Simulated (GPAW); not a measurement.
Consider zinc-blende (GaAs)1-x(AlAs)x, x = 0.875.

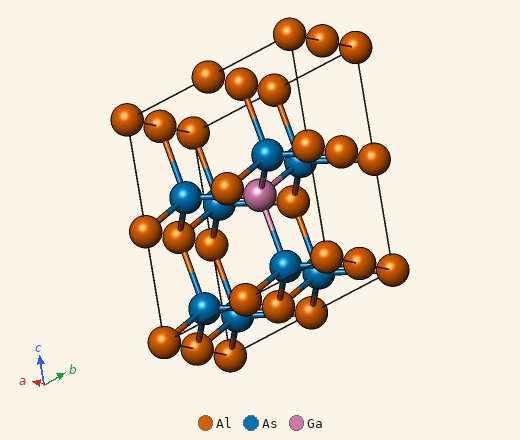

The structure (aluminium orange, arsenic blue, gallium pink). Bonds to atoms that aren't drawn are left out. Some periodic images of atoms are drawn too.

```xyz
16
Lattice="0.0000 5.6600 5.6600 5.6600 0.0000 5.6600 5.6600 5.6600 0.0000" Properties=species:S:1:pos:R:3 pbc="T T T"
Al    5.6608    5.6589   11.3130
As    1.4024    1.4150    1.4201
Al    8.4787    2.8323    5.6718
As    4.2500    4.2429    1.4112
Al    2.8313    0.0078    2.8289
As    4.2376    1.4190    4.2507
Al    5.6578    8.4748    8.4847
As    7.0765    4.2341    4.2298
Al    5.6611    2.8422    8.4944
As    1.4242    4.2498    4.2427
Al    2.8447    5.6618    2.8281
As    4.2389    7.0901    4.2466
Al    8.4776    8.4867    5.6666
As    4.2388    4.2461    7.0752
Ga    5.6531    5.6491    5.6427
As    7.0736    7.0593    7.0732
```

Absorber: atom 2, with 4 Al at 2.45 Å (tetrahedral). Method: GPAW, LDA, excited-electron core hole (neutral cell), 16-atom cell with 8.0 Å between holes, 4×4×4 k points, dipole transitions, Gaussian full width 2.14 eV up to 4 eV, rising linearly to 3.5 eV at 25 eV.

Q: Where do the maxima of the As K edge fall?

Main maxima up to 26 eV above the zero (height): 4.2 eV (1.38), 6.4 eV (1.41), 13.0 eV (1.00), 17.2 eV (0.96), 20.4 eV (0.93) and 25.4 eV (1.08). A K edge sees empty p states on the absorber. 

The As K spectrum (energy from the bottom of the conduction band, which holds the excited electron; intensity scaled to a mean of 1 over the first 20 eV):

| E (eV) | intensity |
| --- | --- |
| -2.0 | 0.00 |
| -0.5 | 0.08 |
| 1.0 | 0.61 |
| 2.5 | 1.07 |
| 4.0 | 1.38 |
| 5.5 | 1.33 |
| 7.0 | 1.35 |
| 8.5 | 1.08 |
| 10.0 | 0.84 |
| 11.5 | 0.86 |
| 13.0 | 1.00 |
| 14.5 | 0.85 |
| 16.0 | 0.88 |
| 17.5 | 0.96 |
| 19.0 | 0.90 |
| 20.5 | 0.93 |
| 22.0 | 0.85 |
| 23.5 | 0.89 |
| 25.0 | 1.07 |
| 26.5 | 0.98 |

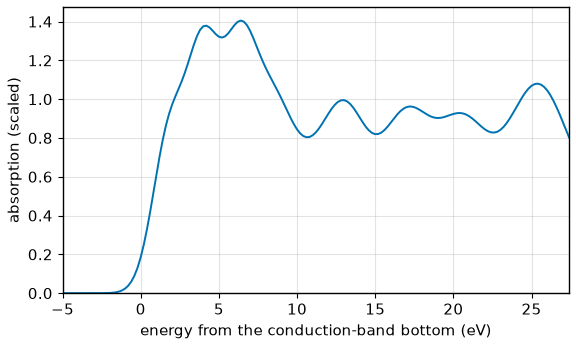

The As K edge.

The script folds with a Gaussian, whereas the core hole's own line is a Lorentzian, so the onset is too steep and the first peak too high.

[Banner, clock and machine lines of the logs are left out without a mark of their own.]

[Logs are printed without paths, hosts, clocks, repeated set-up lines and the standing remarks that a program may print on its own settings, such as how far it seeks lower states.]

[Hosts, paths, dates, database ids (printed as entryN), source tags and the programs' standing remarks are cut or masked in the printed files.]

[Lists of maxima count a maximum above −3 eV only where it reaches 4 % of the highest in the window and stands out from its surroundings by 2 % of it (1.5 % where it reaches 55 %); shoulders and weaker maxima are passed over, and of the rest the first, up to two pre-edge ones and the few strongest are named.]
